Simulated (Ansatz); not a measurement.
System: NbP, space group I4_1md (No. 109).

The given structure:
```yaml
crystal:
  lattice:
    - [-3.32025, 0.00000, 0.00000]
    - [0.00000, -3.32025, 0.00000]
    - [0.00000, 0.00000, 11.29039]
  atoms:
    - { symbol: Nb, position: [0.00000, 0.00000, 0.33389] }
    - { symbol: Nb, position: [0.50000, 0.50000, 0.83389] }
    - { symbol: Nb, position: [0.50000, 0.00000, 0.08389] }
    - { symbol: Nb, position: [0.00000, 0.50000, 0.58389] }
    - { symbol: P, position: [0.00000, 0.00000, 0.91614] }
    - { symbol: P, position: [0.50000, 0.50000, 0.41614] }
    - { symbol: P, position: [0.00000, 0.50000, 0.16614] }
    - { symbol: P, position: [0.50000, 0.00000, 0.66614] }
```

Method: rigid opening of a crystal across a plane by lengthening cell vector c along the normal, one cut a cell, unrelaxed, by plane-wave density functional theory with PAW datasets, free energies less that of the undisturbed cell; scalar-relativistic (Ansatz 0.2.0). Level: PBEsol, no spin polarisation.

- wave cutoff: 420 eV
- k mesh: 14×14×4
- occupations: Gaussian
- smearing width: 0.15 eV
- k shift: (0, 0, 0) (mesh steps)
- start: relaxed
- height of the cut: 0 (fraction of cell vector c)

What does the calculation give for the separation energy and traction against opening? The opening takes the values −0.30, 0.00, 0.25, 0.50, 1.00, 1.50, 2.00, 3.00, 6.00 Å.

The energy levels off at about 5080 mJ/m², the work of separating the two rigid halves, or 2540 mJ/m² for each new face on average. The energy rises on both sides of the starting structure, which is therefore a minimum along this path. The separation energy is 910.3 mJ/m² at opening −0.30 Å and 5079.9 mJ/m² at 6.00 Å; the lowest computed point is at opening 0.00 Å (0.0 mJ/m²). The traction goes from −70 GPa at opening −0.30 Å to 0 GPa at 6.00 Å, not monotonically, with a high of 34 GPa at 0.50 Å.

```json
{"opening (Å)": "-0.30", "separation energy (mJ/m²)": "910.3", "traction (GPa)": "-70"}
{"opening (Å)": "0.00", "separation energy (mJ/m²)": "0.0", "traction (GPa)": "0"}
{"opening (Å)": "0.25", "separation energy (mJ/m²)": "369.6", "traction (GPa)": "26"}
{"opening (Å)": "0.50", "separation energy (mJ/m²)": "1151.7", "traction (GPa)": "34"}
{"opening (Å)": "1.00", "separation energy (mJ/m²)": "2801.6", "traction (GPa)": "29"}
{"opening (Å)": "1.50", "separation energy (mJ/m²)": "3944.8", "traction (GPa)": "17"}
{"opening (Å)": "2.00", "separation energy (mJ/m²)": "4556.2", "traction (GPa)": "8"}
{"opening (Å)": "3.00", "separation energy (mJ/m²)": "4977.7", "traction (GPa)": "2"}
{"opening (Å)": "6.00", "separation energy (mJ/m²)": "5079.9", "traction (GPa)": "0"}
```

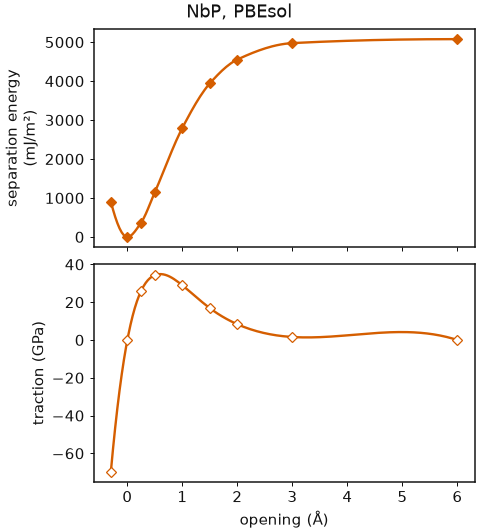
